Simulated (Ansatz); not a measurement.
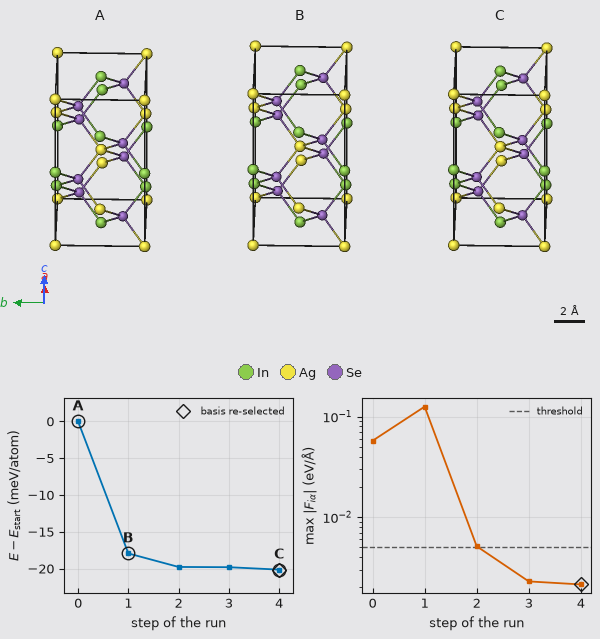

Frames of a relaxation of crystalline InAgSe2 (set up in I-42d), marked on the history of the run. The picture is a ball-and-stick view of the conventional cell (2 times the calculation's cell), seen from a free direction. Lengths and directions refer to the drawn axes.

All numbers below come from Ansatz 0.2.0, DFT PBE, scalar-relativistic, plane waves, PAW. Set-up: plane-wave cutoff 420 eV; k-point mesh 8 × 8 × 8; occupations gaussian; smearing width 0.01 eV; no spin polarisation; cell and atoms relaxed; force threshold 0.005 eV/Å; at most 80 steps.

What happens along the run?

Answer. The energy falls by 20.1 meV per atom in 3 accepted moves (4 points after the start). Largest force component: 0.058 eV/Å at the start, 0.0021 eV/Å at the end. Pressure: 3.54 GPa at the start and −0.01 GPa at the end. The SCF was repeated once at an unchanged geometry on a basis and grid sized afresh for the cell, which shifted the energy by 0.3 meV per atom at most. The largest moves relative to the cell, 0.024 Å, are those of Se atoms. Ag and In stay in place. The drawn cell changes as follows: a = b 6.090 → 6.196 Å (+1.7 %), c 11.670 → 12.067 Å (+3.4 %); the volume changes by +7.0 %. Near-neighbour distances that change, for instance: Ag–Se 2.601 → 2.674 Å, In–Se 2.601 → 2.646 Å. The space group stays I-42d (No. 122). From step 0 to 1: volume +8.9 %, energy −17.9 meV per atom. From step 1 to 4: volume −1.7 %, energy −2.2 meV per atom.
